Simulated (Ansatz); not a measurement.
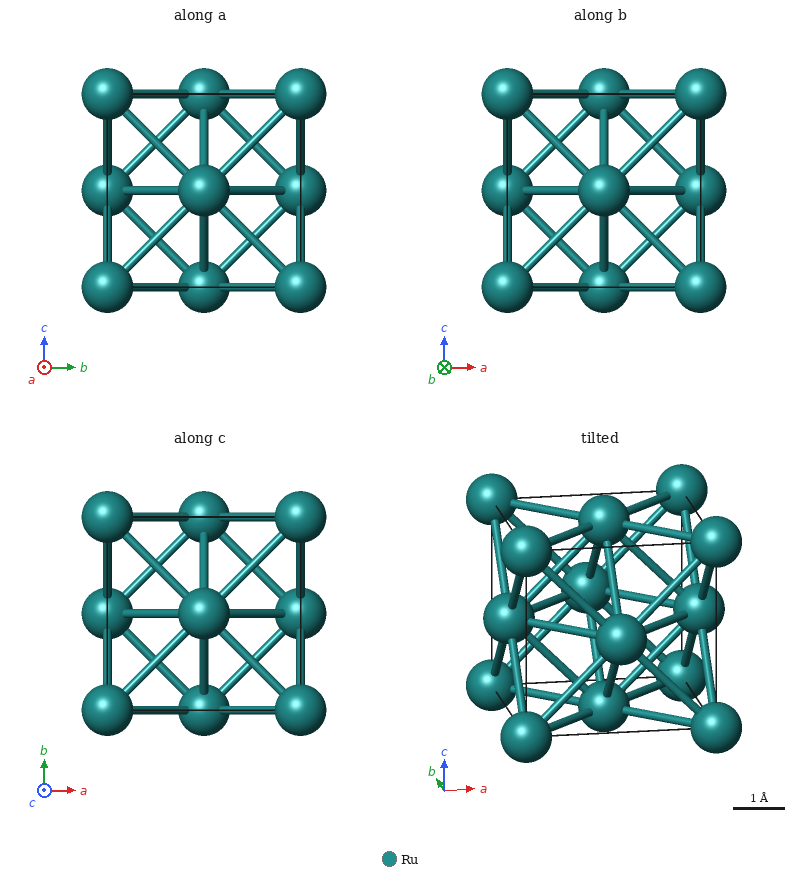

An orthographic ball-and-stick view of the structure, along the a axis, along the b axis, along the c axis and slightly off an axis. The edges of the conventional unit cell are marked.

Lattice parameters: a = 3.8106 Å, b = 3.8106 Å, c = 3.8106 Å, α = 90.000°, β = 90.000°, γ = 90.000°.

Convert the drawing into a CIF in P1 with every atom of the cell.

```cif
data_structure
_symmetry_space_group_name_H-M 'P 1'
_symmetry_Int_Tables_number 1
_cell_length_a 3.8106
_cell_length_b 3.8106
_cell_length_c 3.8106
_cell_angle_alpha 90.000
_cell_angle_beta 90.000
_cell_angle_gamma 90.000
_cell_volume 55.33
loop_
_atom_site_label
_atom_site_type_symbol
_atom_site_fract_x
_atom_site_fract_y
_atom_site_fract_z
_atom_site_occupancy
Ru1 Ru 0.0000 0.0000 0.0000 1
Ru2 Ru 0.0000 0.5000 0.5000 1
Ru3 Ru 0.5000 0.0000 0.5000 1
Ru4 Ru 0.5000 0.5000 0.0000 1
```

Its origin is a random cell made by a generator, so it need not be a real form of the element. A relaxation with Ansatz 0.2.0, DFT PBE, scalar-relativistic, plane waves, PAW gave the geometry drawn.
